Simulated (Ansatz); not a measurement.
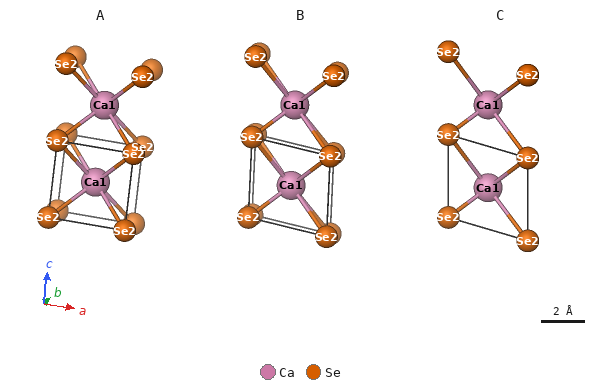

3 geometries from one relaxation of crystalline CaSe (a generated structure, set up in R-3m) (coarse preliminary run), in shuffled order. The picture is a ball-and-stick view of the cell of the calculation, repeated 1 × 1 × 2 with one cell outlined, seen along the b axis.

Computed with DFT PBE, scalar-relativistic, plane waves, PAW (Ansatz 0.2.0). Set-up: plane-wave cutoff 420 eV; k-point mesh 6 × 6 × 6; occupations gaussian; smearing width 0.1 eV; no spin polarisation; cell and atoms relaxed; force threshold 0.04 eV/Å; at most 70 steps.

Order the frames from highest to lowest energy.

Answer. C, B, A. They are steps 0, 2, 8, at +0.654 eV per cell of the calculation, +0.169 eV per cell of the calculation relative to the last. No atom moves by more than 0.005 Å relative to the cell. The volume changes by −14.9 %, with a = b = c 3.976 → 3.657 Å (−8.0 %), α 102.7° → 92.0°, β 102.7° → 92.0°, γ 102.7° → 92.0°. Among the contacts that change: Ca1–Se2 3.687 → 3.204 Å, Ca1–Se2 (another image) 2.574 → 3.055 Å. The space group stays R-3m (No. 166). After 6 accepted moves (8 points after the start) the energy has fallen by 0.654 eV per cell of the calculation. All forces vanish by symmetry, so only the cell relaxes. Pressure: 4.34 GPa at the start and −0.01 GPa at the end. The SCF was repeated twice at an unchanged geometry on a basis and grid sized afresh for the cell, which shifted the energy by 1.1 meV per cell of the calculation at most. The run took 32 s on 1 thread of Arm Neoverse N1 (shared host), peak memory 0.33 GiB.
